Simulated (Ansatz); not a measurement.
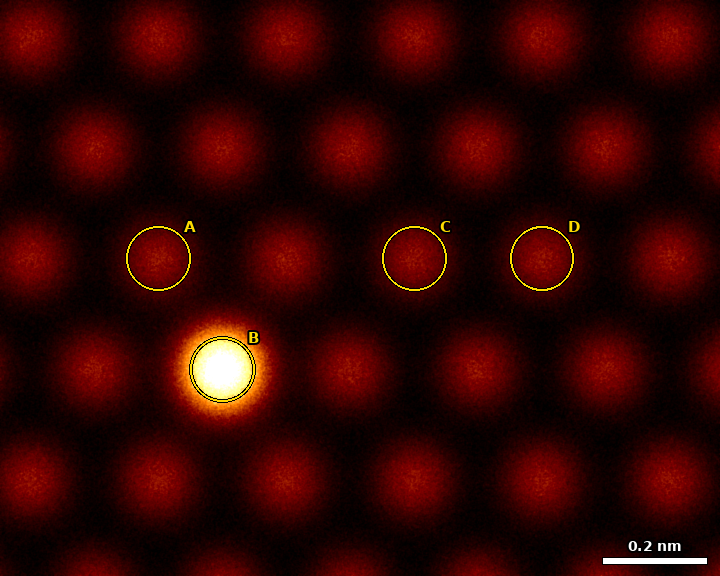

Z-contrast image of Si (Im-3m, No. 229) along [111]. Simulation: incoherent imaging, intensity Z^1.7 per atom, probe width 1.30 Å, thin sample. The probe carries 15 % of its weight in a tail 2.5 times as wide. Shot noise was added.

The sample is 1 repeat (2.6 Å) thick. One point defect was put into the perfect crystal, without relaxing the atoms around it. Brightness is counted from the darkest point of the image. Host structure: coordinates from a relaxation with DFT r2SCAN, scalar-relativistic, plane waves, PAW (Ansatz 0.2.0); the starting structure was generated, so it need not be a known form of this composition.

Which ringed column holds the defect, and does it scatter more or less than its equals?

B; it scatters more. The column holds 1 atom (Si) through the sample, and one Si atom is replaced by Ge, so its peak rises to about 450 % of that of its equals.
